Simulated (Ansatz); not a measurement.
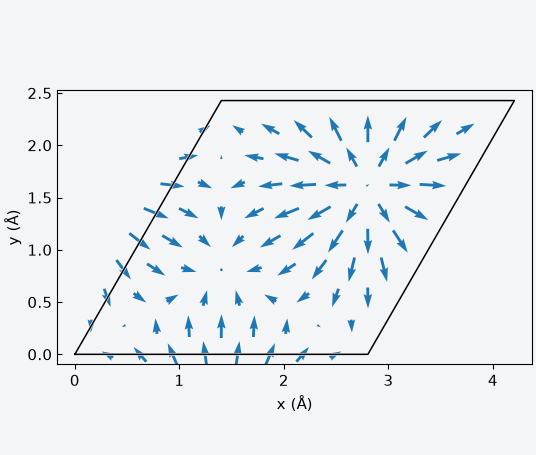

Al (P6_3/mmc, No. 194; 6 atoms in the cell). Gamma surface: rigid slide across a plane, one fault a cell; the plane is (0 0 1) of the conventional cell. Places are given modulo a cell vector. The map is drawn in real space over the plane of the slide. Nothing is relaxed (rigid halves, spacing across the cut fixed). The scan uses a 9 × 9 grid; 19 points were computed and 62 follow by symmetry. The calculation used DFT PBE+D3(BJ), scalar-relativistic, plane waves, PAW (Ansatz). Settings: cutoff 420 eV, k-mesh 18×18×3 in the order of the run's cell vectors, gaussian smearing 0.15 eV, no spin polarisation.

The picture shows arrows along the force (downhill), their lengths compressed, the outline of one cell of the plane.

> The arrows alone are given. Where are the wells?

The arrows converge at (3/9, 3/9) of the cell vectors; (0/9, 0/9) of the cell vectors (0.18 J/m² up) (read from the interpolated surface).

The energy map of the same scan:

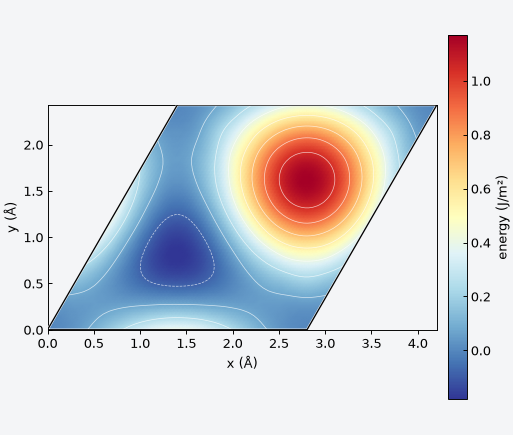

Energies are in J/m², from the perfect crystal; between grid points the surface is interpolated.

PAW datasets: the set soft_1.
